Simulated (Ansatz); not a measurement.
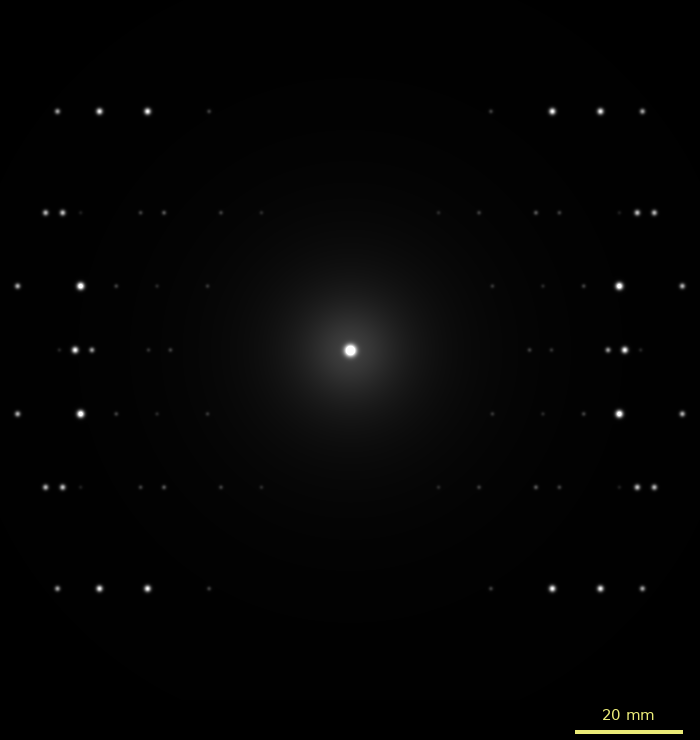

Simulated X-ray rotation photograph: Co Kα radiation (λ = 1.7902 Å), cylindrical film of radius 57.3 mm unrolled, rotation axis vertical and normal to the beam, kinematic intensities without Lorentz or polarisation factors, the film spanning ±63° about the beam; spots down to d = 1.71 Å.

**What lattice repeat along the rotation axis do the layer lines give?**

The first layer line lies 12.0 mm from the equator, so tan ν = 0.210, sin ν = 0.206 and the period is λ/sin ν = 8.71 Å. Further lines follow at 25.8, 44.9 mm.

The crystal is Mn, space group I-43m (No. 217), a = 8.71 Å. Structure: the geometry relaxed with DFT, revPBE, plane waves (420 eV) with PAW, scalar-relativistic in Ansatz; the starting structure was generated, so it need not be a known form of this composition.

**About which axis was it rotated?**

About [001] (or an equivalent direction), whose length in the conventional cell is 8.707 Å.
